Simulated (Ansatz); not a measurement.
Si$_{16}$HO$_{32}$ (cell charge −1, with a compensating background) (cell with a defect)

Si$_{16}$HO$_{32}$ (cell charge −1, with a compensating background) (cell with a defect), 49 atoms, a = 10.10 Å, b = 10.10 Å, c = 10.10 Å, α = 90.72°, β = 119.58°, γ = 119.58°.

Theory: Ansatz, DFT PBE, scalar-relativistic, plane waves, PAW.

### What can the converged valence pseudo-density and electron localisation function tell about the bonding?

Si–O (1.63 Å): the density is about 1.2 e/Å³ at the midpoint; the ELF peaks at about 0.85 between the atoms: a polar covalent bond.
Si–O (1.63 Å): the density is about 1.2 e/Å³ at the midpoint; the ELF peaks at about 0.85 between the atoms (a short, strongly polar bond).

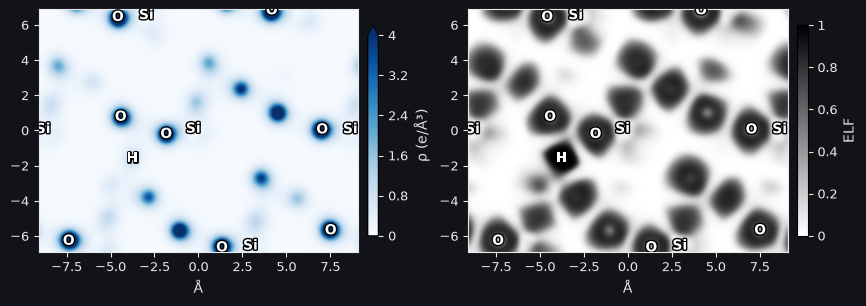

Computed valence pseudo-density and electron localisation function on the (111) plane of the calculation cell, in this order. Atoms just off the plane (Si, 0.4 Å away and O, 0.3 Å away) can leave unmarked features too.

The density is the valence pseudo-density of a PAW calculation; it isn't the true density close to the nuclei.
